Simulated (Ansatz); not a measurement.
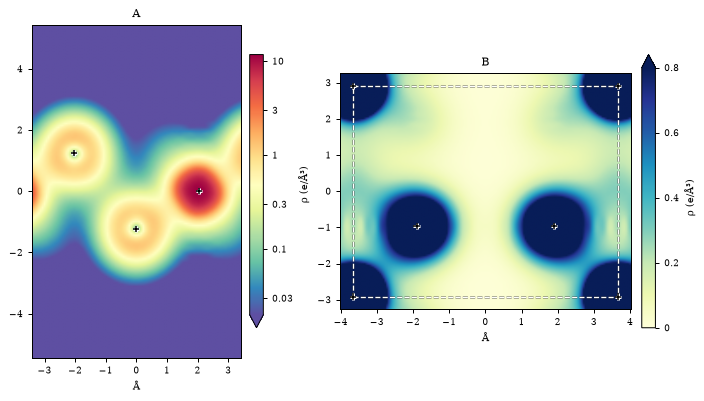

The valence electron density of 2 systems, each on a plane through atoms (crosses mark nuclei in the plane).

Computed with DFT PBE+D3(BJ), scalar-relativistic, plane waves, PAW in Ansatz.

System 1: PtS2 (slab), the (110) plane of the calculation cell, a cut from vacuum to vacuum. PAW files of the earlier set (soft_1).

System 2: WSe2, the (010) plane of the conventional cell. Space group Amm2; a structure from a database of computed crystals, not necessarily the ambient phase; changed on purpose from its base cell (strain +e along x and -e along y -0.0500, strain +e along z and -e/2 along x and y +0.0467); not relaxed (largest force 0.8 eV/Å); PAW files of the earlier set (soft_1).

```cif
data_structure
_symmetry_space_group_name_H-M 'P 1'
_symmetry_Int_Tables_number 1
_cell_length_a 7.3328
_cell_length_b 3.0385
_cell_length_c 5.8307
_cell_angle_alpha 90.000
_cell_angle_beta 90.000
_cell_angle_gamma 90.000
_cell_volume 129.91
loop_
_atom_site_label
_atom_site_type_symbol
_atom_site_fract_x
_atom_site_fract_y
_atom_site_fract_z
_atom_site_occupancy
W1 W 0.00000 0.00000 0.00000 1
W2 W 0.00000 0.50000 0.50000 1
Se1 Se 0.24055 0.00000 0.33333 1
Se2 Se 0.24055 0.50000 0.83333 1
Se3 Se 0.75945 0.00000 0.33333 1
Se4 Se 0.75945 0.50000 0.83333 1
```

> Match each panel to its system.

Panel A is system 1, PtS2: the plane holds S and Pt. Pt–S (2.39 Å): the density is about 0.67 e/Å³ at the midpoint. Panel B is system 2, WSe2: the plane holds W and Se. W–Se (2.62 Å): ρ at the midpoint is about 0.47 e/Å³.
